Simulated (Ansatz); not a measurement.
# What a change does: single-point calculation on Ni

System: Ni (slab, 3 atoms in the cell).
Method of run 1: DFT, PBE, PAW with Ansatz's default frozen-core files, scalar-relativistic, spin-polarised (Ansatz 0.2.0).

Text and figures count atoms from 1; the logs count them from 0 in places.

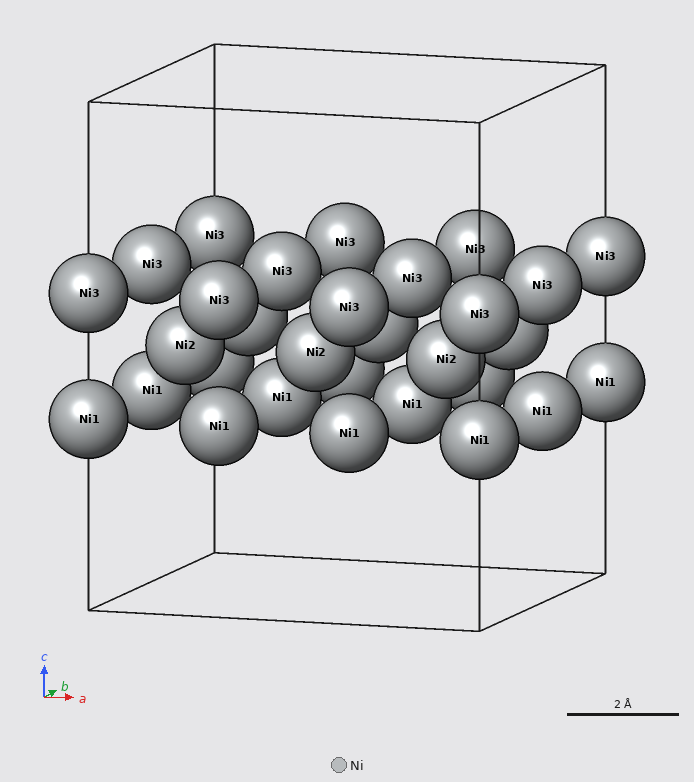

Figure 1. The structure as given in the input (spheres-only view of the 3 × 2 repeat of the cell, with the vacuum cut short, seen slightly off an axis; atoms are numbered from 1 in the order of the input).

## Input file, run 1
```yaml
crystal:
  lattice:
    - [2.4880368655, 0.0, 0.0]
    - [0.0, 3.5186154789, 0.0]
    - [0.0, 0.0, 18.488]
  atoms:
    - { symbol: Ni, position: [0.0, 0.0, 0.4376885799], spin: 1.0 }
    - { symbol: Ni, position: [0.5, 0.5, 0.5000000073], spin: 1.0 }
    - { symbol: Ni, position: [0.0, 0.0, 0.5623114128], spin: 1.0 }
magnetization:
  spin_polarized: true
kpoints:
  mp_grid: { grid: [15, 10, 1] }
scf:
  occupations: { method: fermi_dirac, width: 0.05 }
hamiltonian:
  xc: pbe
  pseudopotentials: { kind: paw }
output:
  forces: true
  stress: true
  eigenvalues: true
efield:
  axis: 3
  amplitude: 0.2
  dipole_correction: true
```

Launched with:
```bash
ansatz run input.yaml --threads 2 --pin off --max-ram 6144MiB --backend cpu --events-out ev --progress --plain --runs-dir out
```

Hardware: 2 threads of Arm Neoverse V2, 24 GiB of memory available, shared host.

## Output, shortened to warnings, some set-up lines, iterations and results (run 1)
```
Basis set: ecut = 420 eV, 3155 PW (Γ), exchange–correlation on 36×48×250 points (8 copies of the dense FFT grid, shifted against one another)
Symmetry: 4 space group operations
k-points: 48 of 150
Initial density: superposition of atomic densities (neutral atoms: chi_scale 0, normalization atom, screened)
[...]
SCF iter   1: F=—  HF=-17513.775847 eV  |F-HF|=—  |Δ(HF+E_count)|=         —  Δρ=1.81e-2 (↑1.46e-2 ↓1.81e-2)  dr2=3.43e0  dr2_m=1.72e-1  M=2.784 μB ∫|m|=2.912 μB  β_m=1.00  …
SCF iter   2: F=—  HF=-17514.297740 eV  |F-HF|=—  |Δ(HF+E_count)|=   5.22e-1  Δρ=1.14e-2 (↑9.07e-3 ↓1.14e-2)  dr2=1.04e0  dr2_m=3.89e-3  M=2.661 μB ∫|m|=2.903 μB  β_m=0.38  …
SCF iter   3: F=—  HF=-17515.755624 eV  |F-HF|=—  |Δ(HF+E_count)|=    1.46e0  Δρ=6.36e-3 (↑5.41e-3 ↓6.36e-3)  dr2=9.13e-2  dr2_m=3.58e-2  M=2.608 μB ∫|m|=2.893 μB  β_m=0.47  …
SCF iter   4: F=—  HF=-17516.396372 eV  |F-HF|=—  |Δ(HF+E_count)|=   6.41e-1  Δρ=1.02e-2 (↑2.93e-3 ↓1.02e-2)  dr2=1.27e-1  dr2_m=4.26e-2  M=2.445 μB ∫|m|=2.731 μB  β_m=0.47  …
SCF iter   5: F=—  HF=-17516.716065 eV  |F-HF|=—  |Δ(HF+E_count)|=   3.20e-1  Δρ=4.60e-3 (↑2.37e-3 ↓4.60e-3)  dr2=1.13e-2  dr2_m=1.71e-2  M=2.347 μB ∫|m|=2.600 μB  β_m=0.72  …
SCF iter   6: F=—  HF=-17516.722856 eV  |F-HF|=—  |Δ(HF+E_count)|=   6.79e-3  Δρ=2.67e-3 (↑4.61e-4 ↓2.67e-3)  dr2=8.14e-3  dr2_m=2.32e-3  M=2.327 μB ∫|m|=2.578 μB  β_m=0.71  …
SCF iter   7: F=—  HF=-17516.721145 eV  |F-HF|=—  |Δ(HF+E_count)|=   1.71e-3  Δρ=2.69e-4 (↑2.69e-4 ↓1.57e-4)  dr2=7.69e-5  dr2_m=4.84e-5  M=2.330 μB ∫|m|=2.579 μB  β_m=0.86  …
SCF iter   8: F=—  HF=-17516.721344 eV  |F-HF|=—  |Δ(HF+E_count)|=   1.98e-4  Δρ=1.50e-4 (↑6.98e-5 ↓1.50e-4)  dr2=4.00e-5  dr2_m=3.69e-6  M=2.331 μB ∫|m|=2.580 μB  β_m=0.82  …
SCF iter   9: F=—  HF=-17516.721344 eV  |F-HF|=—  |Δ(HF+E_count)|=   6.17e-7  Δρ=8.19e-5 (↑3.69e-5 ↓8.19e-5)  dr2=1.07e-5  dr2_m=1.48e-6  M=2.331 μB ∫|m|=2.579 μB  β_m=0.76  …
SCF iter  10: F=—  HF=-17516.721344 eV  |F-HF|=—  |Δ(HF+E_count)|=   4.80e-7  Δρ=4.16e-5 (↑1.16e-5 ↓4.16e-5)  dr2=1.24e-6  dr2_m=8.39e-7  M=2.330 μB ∫|m|=2.579 μB  β_m=0.88  …
SCF iter  11: F=—  HF=-17516.721345 eV  |F-HF|=—  |Δ(HF+E_count)|=   8.63e-7  Δρ=2.17e-5 (↑1.28e-5 ↓2.17e-5)  dr2=9.61e-7  dr2_m=1.19e-7  M=2.330 μB ∫|m|=2.579 μB  β_m=0.94  …
SCF iter  12: F=—  HF=-17516.721345 eV  |F-HF|=—  |Δ(HF+E_count)|=   1.69e-7  Δρ=9.93e-6 (↑9.08e-6 ↓9.93e-6)  dr2=4.01e-7  dr2_m=7.85e-9  M=2.330 μB ∫|m|=2.579 μB  β_m=0.69  …
SCF iter  13: F=-17516.721345 eV  HF=-17516.721345 eV  |F-HF|=5.78e-8  |Δ(HF+E_count)|=   1.03e-7  Δρ=5.27e-6 (↑1.98e-6 ↓5.27e-6)  dr2=7.92e-8  dr2_m=4.60e-9  M=2.330 μB …
SCF 1 converged in 13 iterations: F = -17516.721345 eV  dr2 = 7.92e-8
SCF converged after 13 iterations
Magnetization: 2.3303 μB (28.1651 up, 25.8349 down)
Absolute magnetization: 2.5808 μB (∫|ρ↑−ρ↓|, with the PAW one-centre terms)
Spin contamination: 0.0293 ħ² per cell (⟨S²⟩ above its minimum at these occupations)
Per-site moments (μB) at R_I (Å): [(0.8294125098924283, 0.9504111105452699), (0.6973758414549411, 1.0078751998740707), (0.8357042943395459, 0.9504111105452699)]
Free energy (F): -17516.721345 eV
Harris-Foulkes:  -17516.721345 eV  (|F-HF|=5.78e-8)
Internal energy: -17516.674159 eV  (E = F + TS)
E sigma→0 (E₀):  -17516.697752 eV
Entropy (-TS):   -0.047186 eV (-15.729 meV/atom)
Fermi energy:    0.190541 eV
Dipole field:    D = 0.056944 V/Å  (p = 0.050934 e·Å, saw-weighted, corrected)
Work function:   not extracted (applied field tilts the vacuum); planar V_es + V_field profile in the machine report
Levels:          The Fermi level and band energies are counted from a zero that moves with the ramp; work functions are not
--- Per-component energies (eV) ---
  E_band       = -1810.478068
  E_kinetic    = 843.842108
  E_local      = -72590.765081  (includes V_loc(G=0)·N_el)
  E_nonlocal   = 1917.070944
  E_hartree    = 34965.851152
  E_xc         = -249.730457
  E_vxc        = -321.574765  (∫ρ·V_xc dr)
  E_paw        = -4897.477673  (= ΣΔE_a)
  E_vpaw       = -1590.781535  (= ΣTr[D̂ρ^β])
  E_aug_tail   = 0.001677  (compensation charges beyond the density's cutoff)
  E_efield     = -0.008737  (sawtooth field / dipole correction)
  E_vefield    = -0.007286  (∫n·V_field dr)
  E_ewald      = 22494.541908
  E_smearing   = -0.047186  (= −TS)
  E_closure    = -0.000000  (closes the sum)
  Σ components = -17516.721345   (vs F -17516.721345, Δ=0.00e0)
--- Forces (eV/Å), atoms counted from 1 ---
  atom   1  Ni     0.00000000     0.00000000     0.00039751
  atom   2  Ni     0.00000000    -0.00000000    -0.01061569
  atom   3  Ni     0.00000000     0.00000000     0.01012316
  max |Σ_I F_I| component: 9.50e-5 eV/Å
--- Stress (GPa, compression-positive) ---
       -1.827416      -0.000000       0.000000
       -0.000000      -1.412533      -0.000000
        0.000000      -0.000000       0.011351
  P = ⅓ Tr σ = -1.0762 GPa (-10.762 kbar)
```

For run 2 the input was changed thus:
```diff
-    - { symbol: Ni, position: [0.0, 0.0, 0.4376885799], spin: 1.0 }
-    - { symbol: Ni, position: [0.5, 0.5, 0.5000000073], spin: 1.0 }
-    - { symbol: Ni, position: [0.0, 0.0, 0.5623114128], spin: 1.0 }
-magnetization:
-  spin_polarized: true
+    - { symbol: Ni, position: [0.0, 0.0, 0.4376885799] }
+    - { symbol: Ni, position: [0.5, 0.5, 0.5000000073] }
+    - { symbol: Ni, position: [0.0, 0.0, 0.5623114128] }
```

Predict how the results change.

With the same functional and potentials, run 2 lies 88.3 meV per atom higher. The SCF takes 18 iterations against 13. On the same kind of shared host run 2 took about 0.53 times as long.

## Output, shortened to warnings, some set-up lines, iterations and results (run 2)
```
Basis set: ecut = 420 eV, 3155 PW (Γ), exchange–correlation on 36×48×250 points (8 copies of the dense FFT grid, shifted against one another)
Symmetry: 4 space group operations
k-points: 48 of 150
Initial density: superposition of atomic densities (neutral atoms: chi_scale 0, normalization atom, screened)
[...]
SCF iter   1: F=—  HF=-17518.819764 eV  |F-HF|=—  |Δ(HF+E_count)|=         —  Δρ=7.77e-2  dr2=1.25e1  ethr=3.10e-3  p=0.048 e·Å  D=5.38e-2 V/Å  ΔV_dip=-1.00 eV  …
SCF iter   2: F=—  HF=-17521.589178 eV  |F-HF|=—  |Δ(HF+E_count)|=    2.77e0  Δρ=1.84e-1  dr2=4.73e1  ethr=3.10e-3  p=0.042 e·Å  D=4.70e-2 V/Å  ΔV_dip=-0.87 eV  …
SCF iter   3: F=—  HF=-17517.132039 eV  |F-HF|=—  |Δ(HF+E_count)|=    4.46e0  Δρ=5.59e-2  dr2=4.69e0  ethr=3.10e-3  p=0.047 e·Å  D=5.30e-2 V/Å  ΔV_dip=-0.98 eV  …
SCF iter   4: F=—  HF=-17516.486221 eV  |F-HF|=—  |Δ(HF+E_count)|=   6.46e-1  Δρ=1.12e-2  dr2=3.37e-1  ethr=3.10e-3  p=0.053 e·Å  D=5.97e-2 V/Å  ΔV_dip=-1.10 eV  …
SCF iter   5: F=—  HF=-17516.461937 eV  |F-HF|=—  |Δ(HF+E_count)|=   2.43e-2  Δρ=1.04e-2  dr2=2.39e-1  ethr=6.25e-4  p=0.052 e·Å  D=5.79e-2 V/Å  ΔV_dip=-1.07 eV  …
[... 9 lines ...]
SCF iter  15: F=—  HF=-17516.456545 eV  |F-HF|=—  |Δ(HF+E_count)|=   2.45e-7  Δρ=1.84e-5  dr2=5.48e-7  ethr=2.25e-9  p=0.051 e·Å  D=5.71e-2 V/Å  ΔV_dip=-1.06 eV  …
SCF iter  16: F=—  HF=-17516.456545 eV  |F-HF|=—  |Δ(HF+E_count)|=   6.02e-7  Δρ=9.75e-6  dr2=1.81e-7  ethr=1.02e-9  p=0.051 e·Å  D=5.71e-2 V/Å  ΔV_dip=-1.06 eV  …
SCF iter  17: F=—  HF=-17516.456546 eV  |F-HF|=—  |Δ(HF+E_count)|=   2.80e-7  Δρ=9.13e-6  dr2=1.31e-7  ethr=1.85e-10  p=0.051 e·Å  D=5.71e-2 V/Å  ΔV_dip=-1.06 eV  …
SCF iter  18: F=-17516.456546 eV  HF=-17516.456546 eV  |F-HF|=9.68e-8  |Δ(HF+E_count)|=   2.75e-8  Δρ=4.90e-6  dr2=4.63e-8  ethr=1.85e-10  p=0.051 e·Å  D=5.71e-2 V/Å  …
SCF 1 converged in 18 iterations: F = -17516.456546 eV  dr2 = 4.63e-8
SCF converged after 18 iterations
Free energy (F): -17516.456546 eV
Harris-Foulkes:  -17516.456546 eV  (|F-HF|=9.68e-8)
Internal energy: -17516.349029 eV  (E = F + TS)
E sigma→0 (E₀):  -17516.402787 eV
Entropy (-TS):   -0.107516 eV (-35.839 meV/atom)
Fermi energy:    -0.016536 eV
Dipole field:    D = 0.057019 V/Å  (p = 0.051001 e·Å, saw-weighted, corrected)
Work function:   not extracted (applied field tilts the vacuum); planar V_es + V_field profile in the machine report
Levels:          The Fermi level and band energies are counted from a zero that moves with the ramp; work functions are not
--- Per-component energies (eV) ---
  E_band       = -1806.866770
  E_kinetic    = 845.115063
  E_local      = -72596.897986  (includes V_loc(G=0)·N_el)
  E_nonlocal   = 1918.680887
  E_hartree    = 34970.732397
  E_xc         = -249.626242
  E_vxc        = -321.437713  (∫ρ·V_xc dr)
  E_paw        = -4898.887984  (= ΣΔE_a)
  E_vpaw       = -1593.774416  (= ΣTr[D̂ρ^β])
  E_aug_tail   = 0.001674  (compensation charges beyond the density's cutoff)
  E_efield     = -0.008746  (sawtooth field / dipole correction)
  E_vefield    = -0.007292  (∫n·V_field dr)
  E_ewald      = 22494.541908
  E_smearing   = -0.107516  (= −TS)
  E_closure    = -0.000000  (closes the sum)
  Σ components = -17516.456546   (vs F -17516.456546, Δ=0.00e0)
--- Forces (eV/Å), atoms counted from 1 ---
  atom   1  Ni     0.00000000     0.00000000     0.01159411
  atom   2  Ni     0.00000000    -0.00000000    -0.01422930
  atom   3  Ni     0.00000000     0.00000000     0.00277197
  max |Σ_I F_I| component: 1.37e-4 eV/Å
--- Stress (GPa, compression-positive) ---
       -2.428855      -0.000000       0.000000
       -0.000000      -1.578294      -0.000000
        0.000000      -0.000000      -0.009808
  P = ⅓ Tr σ = -1.3390 GPa (-13.390 kbar)
```

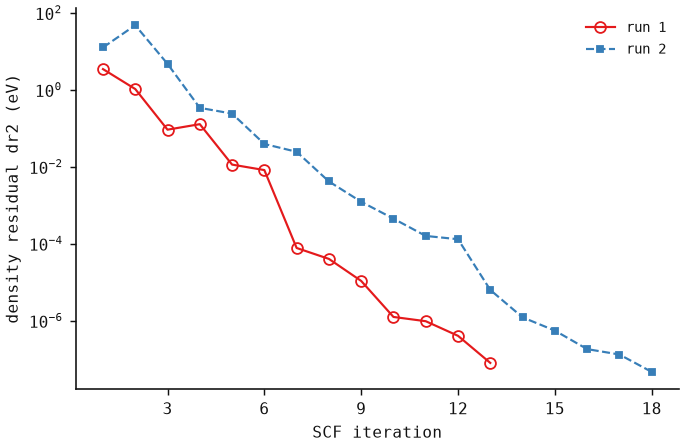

Figure 2. Convergence of the two runs: density residual dr2 against the SCF iteration. Run 1 takes 13 iterations in all, and run 2 takes 18.

## The two runs side by side

```tsv
quantity	run 1	run 2
outcome	converged	converged
free energy per atom (eV)	−5838.9071	−5838.8188
energy per atom, smearing taken to zero (eV)	−5838.8993	−5838.8009
net moment of the cell (μB)	2.33	–
absolute moment of the cell (μB)	2.58	–
largest force (eV/Å)	0.011	0.014
SCF iterations	13	18
irreducible k-points	48	48
plane waves at Γ	3155	3155
wall time (shared host)	40 s	21 s
```

For run 2: These settings are looser than, or depart from, a standard set-up, so the numbers are not reference values for this system. The run has no spin polarisation, so a magnetic state may lie lower.
